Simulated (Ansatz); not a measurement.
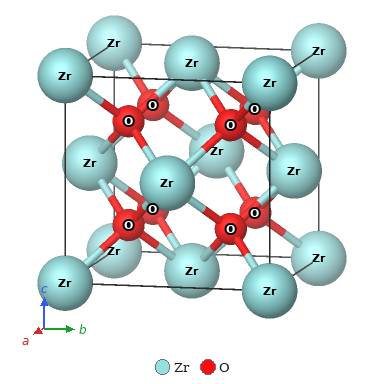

System: ZrO₂, space group Fm-3m (No. 225). The picture shows the conventional cell.

Input file:
```
crystal:
  lattice:
    - [0.0, 2.554356756, 2.554356756]
    - [2.554356756, 0.0, 2.554356756]
    - [2.554356756, 2.554356756, 0.0]
  atoms:
    - { symbol: Zr, position: [0.0, 0.0, 0.0] }
    - { symbol: O, position: [0.25, 0.25, 0.25] }
    - { symbol: O, position: [0.75, 0.75, 0.75] }
basis:
  ecutwfc: 420
kpoints:
  mp_grid: { grid: [8, 8, 8] }
hamiltonian:
  xc: pbe
scf:
  occupations: { method: fixed }
output:
  eigenvalues: true
phonons:
  method: dfpt
  dielectric: true
  rigid_motions: translations
  eigenvectors: true
```

Command:
```bash
ansatz run input.yaml --threads 1 --pin off --max-ram 3072MiB --backend cpu --events-out ev --progress --plain --runs-dir out
```

How it was computed, with Ansatz 0.2.0: optical phonons of an insulator on the approach to the zone centre along x, y and z with the field of polar modes, imaginary frequencies are negative, field response on a mesh refined by the program; plane waves with PAW datasets. Level: PBE, no spin polarisation.

- wave cutoff: 420 eV
- k mesh: 8×8×8
- occupations: fixed
- pressure: 1 GPa

Predict the polar optical modes, transverse and longitudinal, approaching the zone centre along x.

The transverse (TO, twofold) lines lie at 224.4 and the longitudinal (LO) ones at 636.2 cm⁻¹, the same along x, y and z by the cubic symmetry.

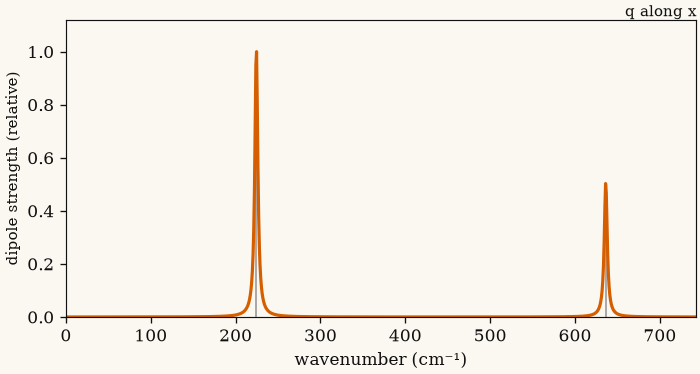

Lines are broadened by Lorentzians of 4.2 cm⁻¹ full width; the spectrum is scaled to its strongest line.
